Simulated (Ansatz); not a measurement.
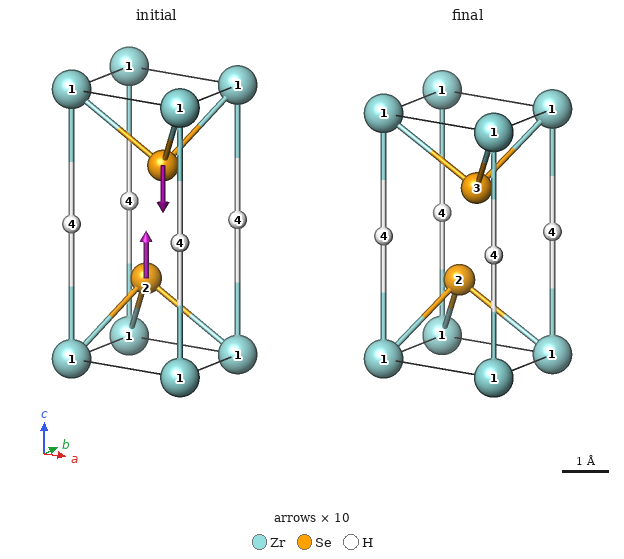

The structure of crystalline ZrHSe$_{2}$ (set up in P-3m1) (coarse preliminary run) before (left) and after (right) a relaxation, at one scale. The purple arrows give the displacements (the part carried along by the change of the cell is left out), magnified 10 times.

A ball-and-stick model of the cell of the calculation, seen slightly off an axis.

Case: 1 H put on empty site 1 of 1 host cells, relaxed.

Computed with DFT PBE+D3(BJ), scalar-relativistic, plane waves, PAW in Ansatz 0.2.0. (plane-wave cutoff 420 eV; k-point mesh 6 × 6 × 4; occupations gaussian; smearing width 0.1 eV; no spin polarisation; cell and atoms relaxed; force threshold 0.0325 eV/Å; at most 70 steps)

Summarise the run.

Answer. After 4 accepted moves (5 points after the start) the energy has fallen by 0.167 eV per cell of the calculation. The largest force component goes from 0.47 to 0.0018 eV/Å. The pressure goes from −1.02 to −0.02 GPa. At 1 point the geometry stayed and the basis and grid were re-selected for the new cell (energy shift of 0.6 meV per cell of the calculation at most each time). The largest moves relative to the cell, 0.11 Å, are those of Se2 and Se3. Se3 goes along −c. Zr and H stay in place. Cell: a = b 3.736 → 3.800 Å (+1.7 %), c 6.036 → 5.497 Å (−8.9 %). Volume −5.8 %. Near-neighbour distances that change, for instance: Se2–Se3 3.565 → 3.230 Å, Zr1–H4 3.018 → 2.749 Å, Zr1–Se2 2.685 → 2.694 Å. The space group stays P-3m1 (No. 164).
